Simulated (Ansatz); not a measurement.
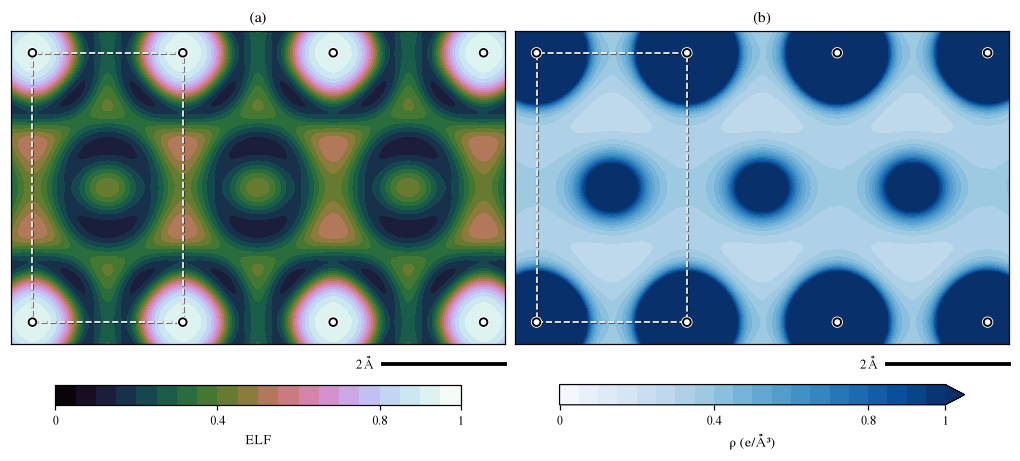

Figure 1: Cr. (a) electron localisation function; (b) valence electron density on the (100) plane of the conventional cell. Circles mark the nuclei in the plane (Cr).

Space group P6₃/mmc; computed without spin polarisation.

Theory: DFT PBEsol, scalar-relativistic, plane waves, PAW (Ansatz).

In a PAW calculation such maps are meaningful between the atoms, not at the nuclei.

Input

```
crystal:
  lattice:
    - [2.4524508165, 0.0, 0.0]
    - [-1.2262254083, 2.1238847087, 0.0]
    - [0.0, 0.0, 4.4041825914]
  atoms:
    - { symbol: Cr, position: [0.3333333333, 0.6666666667, 0.25] }
    - { symbol: Cr, position: [0.6666666667, 0.3333333333, 0.75] }
basis:
  ecutwfc: 420
kpoints:
  mp_grid: { grid: [18, 18, 10] }
hamiltonian:
  xc: pbesol
scf:
  occupations: { method: gaussian, width: 0.1 }
output:
  forces: true
  stress: true
  eigenvalues: true
  write_density: true
  write_potential: true
  elf: true
  volumetric_format: npy
relax:
  adjacent_minimum: "off"
  f_tol: 0.005
  max_steps: 80
  cell: { stress_tol: 0.05 }
```

Command:

```sh
ansatz run input.yaml --threads 1 --pin off --max-ram 2560MiB --backend cpu --events-out ev --progress --plain --runs-dir out
```

Below, planes, directions and counts refer to the conventional cell (a = 2.46 Å, b = 2.46 Å, c = 4.40 Å, α = 90.00°, β = 90.00°, γ = 120.00°).

The fields are those of the run's last geometry, not of the input's.

Question: What do the fields say about this system?

Answer:
- The section cuts through Cr sites.
- Atoms just off the plane (Cr, 0.7 Å away) can leave unmarked features too.
- Cr–Cr (2.46 Å): ρ at the midpoint is about 0.39 e/Å³; the ELF is about 0.25 at the midpoint; no shared electron pair shows on this line.
- Between the atoms the lowest density in this plane is 0.27 e/Å³.
- The features right at Cr lie inside the PAW spheres, where the map follows smoothed inner orbitals and isn't to be read closely.
